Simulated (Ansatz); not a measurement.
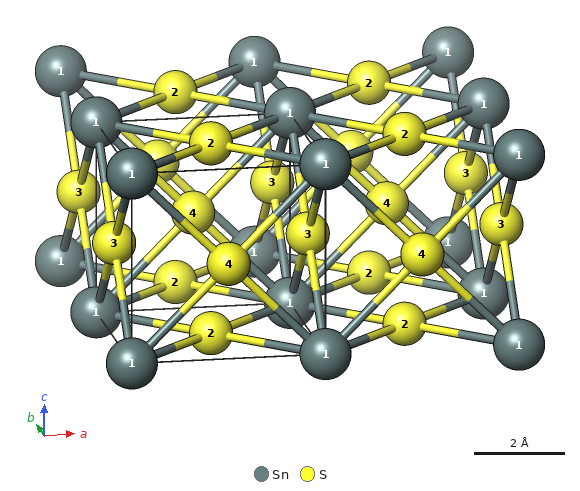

This is the input geometry for a relaxation of a crystal of SnS₃ (a generated structure, set up in Pm-3m). A ball-and-stick model of the cell of the calculation, repeated 2 × 2 × 1 with one cell outlined, seen slightly off an axis.

Theory: DFT PBE, scalar-relativistic, plane waves, PAW (Ansatz 0.2.0).

Input
```yaml
crystal:
  lattice:
    - [4.39648509, 0.0, 0.0]
    - [0.0, 4.39648509, 0.0]
    - [0.0, 0.0, 4.39648509]
  atoms:
    - { symbol: Sn, position: [0.0, 0.0, 0.0] }
    - { symbol: S, position: [0.5, 0.5, 0.0] }
    - { symbol: S, position: [0.0, 0.5, 0.5] }
    - { symbol: S, position: [0.5, 0.0, 0.5] }
basis:
  ecutwfc: 420
kpoints:
  mp_grid: { grid: [10, 10, 10] }
hamiltonian:
  xc: pbe
scf:
  occupations: { method: gaussian, width: 0.1 }
output:
  forces: true
  stress: true
  eigenvalues: true
  write_density: true
  write_potential: true
  elf: true
  volumetric_format: npy
relax:
  adjacent_minimum: "off"
  f_tol: 0.01
  max_steps: 80
  cell: { stress_tol: 0.05 }
```

Run as
```bash
ansatz run input.yaml --threads 1 --pin off --max-ram 2560MiB --backend cpu --events-out ev --progress --plain --runs-dir out
```

**Predict the outcome.**

After 3 accepted moves (4 points after the start) the energy has fallen by 80.6 meV per cell of the calculation. All forces vanish by symmetry, so only the cell relaxes. Pressure: −3.70 GPa at the start and 0.00 GPa at the end. The SCF was repeated once at an unchanged geometry on a basis and grid sized afresh for the cell, which shifted the energy by 0.7 meV per cell of the calculation at most. The atoms keep their places relative to the cell (all moves are under 0.005 Å). The volume changes by −7.7 %, with a = b = c 4.396 → 4.281 Å (−2.6 %). Near-neighbour distances that change, for instance: Sn1–S2 3.109 → 3.027 Å. The space group stays Pm-3m (No. 221). Cost: 56 s on 1 thread of Intel(R) Xeon(R) Processor @ 2.50GHz (Skylake/Cascade Lake), on a shared host, peak memory 0.42 GiB.

Final geometry:

```
Sn S
1.0
     4.28090    0.00000    0.00000
     0.00000    4.28090    0.00000
     0.00000    0.00000    4.28090
Sn S
1 3
Direct
  0.00000 0.00000 0.00000
  0.50000 0.50000 0.00000
  0.00000 0.50000 0.50000
  0.50000 0.00000 0.50000
```

After the run, drawn alike:

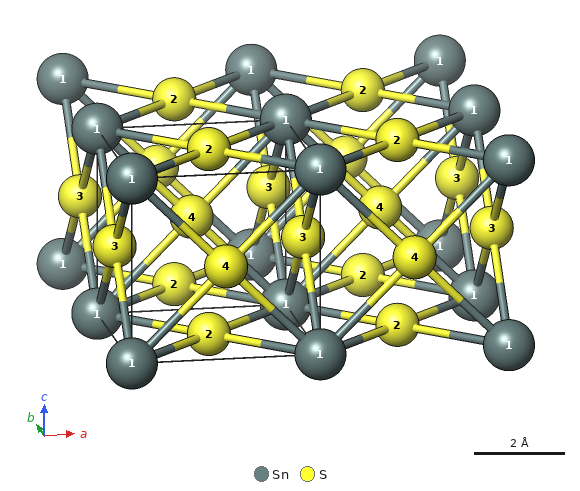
